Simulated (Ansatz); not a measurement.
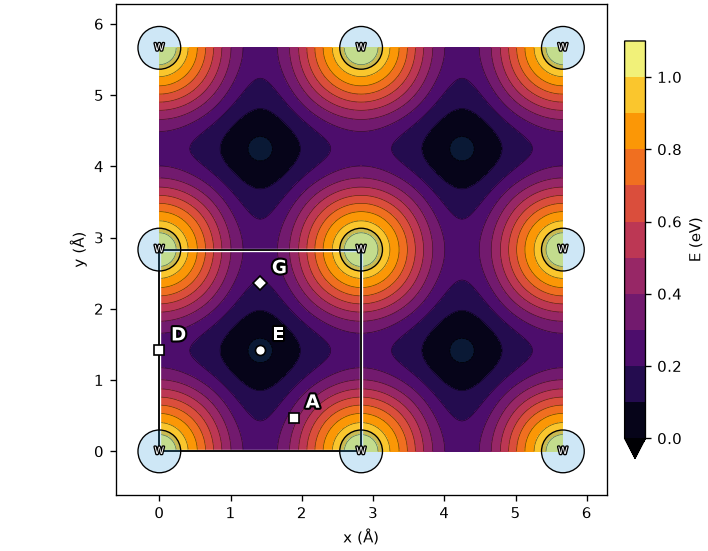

Si on a W(100) slab cut from the Fm-3m phase, its upper half relaxed before the scan (12 atoms of substrate and one adsorbate in a 2 × 2 cell). 
- Si is moved over the surface cell at a fixed height above a rigid substrate; the origin of the map has the adsorbate above W9; the height is held at 2.20 Å.
- Places are given modulo a cell vector. The map is drawn in real space over the plane of the surface.
- Grid: 6 × 6 points; 10 points were computed and 26 follow by symmetry.
- Places are given in fractions of the 1 × 1 surface cell.
- All energies are given in eV relative to the lowest grid point.
- The runs have no spin polarisation, so an open-shell adsorbate far from the surface lies too high. At a fixed height the lowest place need not be the adsorption site.
- The calculation used Ansatz, DFT PBE+D3(BJ), scalar-relativistic, plane waves, PAW. Settings: cutoff 420 eV, k-mesh 5×5×1, gaussian smearing 0.1 eV, no spin polarisation.

In the figure: filled contours, labelled circles for the atoms of the top layer and small ones for the second layer, the outline of one cell of the 2 × 2 shown, lettered points. Between grid points the surface is interpolated.

Q: Is D the lowest point of the computed grid?

A: No. D lies 0.24 eV above the lowest grid point, which is at a fourfold hollow over a second-layer W atom, (3/6, 3/6) of the cell vectors.

Q: What kind of point is each of A, D, E: minimum, saddle, maximum or slope?

A: A: on a slope; D: saddle point; E: minimum. (In these two coordinates alone; a stationary point may lie a little off the grid point.)

PAW datasets: the set soft_1.
